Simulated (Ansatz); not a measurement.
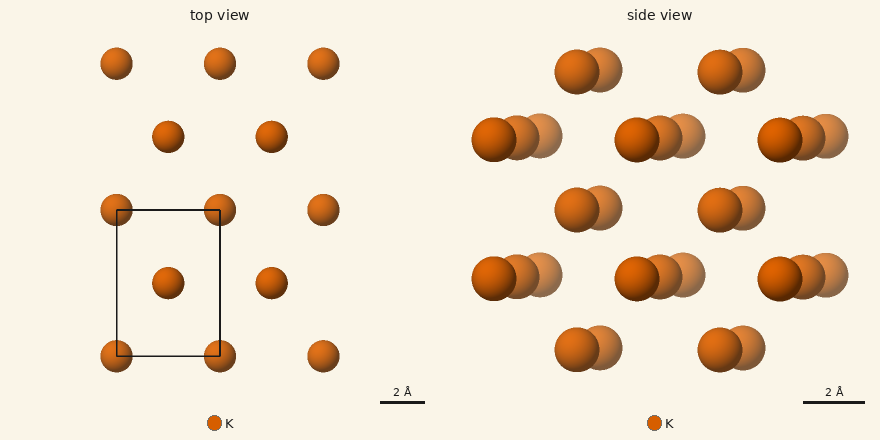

K(110) (Fm-3m bulk, the cell from a database of computed structures, not from a measurement, 5 atomic planes (those closer than 0.6 Å count as one), 9 Å), seen from above and from the side.

Method: DFT PBE, scalar-relativistic, plane waves, PAW (Ansatz). Cutoff 420 eV, 18 × 13 k-points, Gaussian smearing 0.1 eV, dipole correction. The slab is a cut without reconstruction beyond its cell, at the source's lattice constants, with its lower half held fixed and the rest relaxed. This isn't the element's usual bcc form. No spin polarisation. The run warns that the functional's potential is rough in the thin density of the vacuum, where the tip is; weak contrasts and barriers may feel it.

Model: Tersoff–Hamann, s-wave tip, no tip–sample forces. Bias windows are sharp sums over the levels of the k mesh.

```yaml
crystal:
  lattice:
    - [4.79683, 0.00000, 0.00000]
    - [0.00000, 6.78375, 0.00000]
    - [0.00000, 0.00000, 29.59367]
  atoms:
    - { symbol: K, position: [0.50000, 0.50000, 0.33791] }
    - { symbol: K, position: [0.00000, 0.00000, 0.41896] }
    - { symbol: K, position: [0.50000, 0.50000, 0.49539] }
    - { symbol: K, position: [0.00000, 0.00000, 0.57547] }
    - { symbol: K, position: [0.50000, 0.50000, 0.65086] }
```

Q: Describe the constant-height image 4.0 Å above the topmost atom at a sample bias of −2.00 V.

A: The brightest spots lie over the top K atoms; the darkest points are over the sites above the K atoms 2.2 Å below the top plane. The brightest point carries 2.3 times the current of the darkest.

Q: Predict the constant-height image 4.0 Å above the topmost atom at +0.25 V.

A: The brightest spots lie over the top K atoms; the darkest points are over the sites above the K atoms 2.2 Å below the top plane. The brightest point carries 2.8 times the current of the darkest.

The computed images, with the atoms seen from above drawn over one corner (deeper ones smaller):

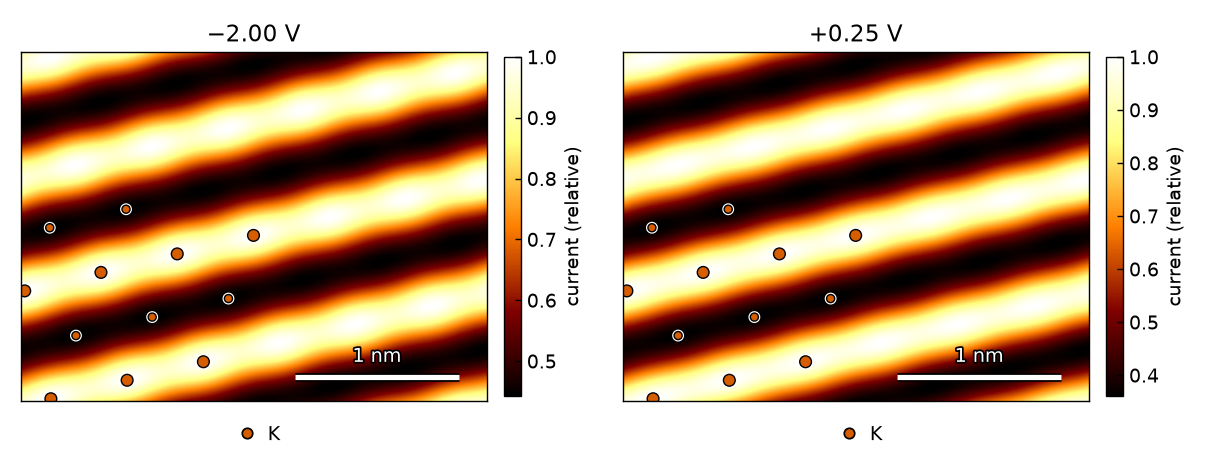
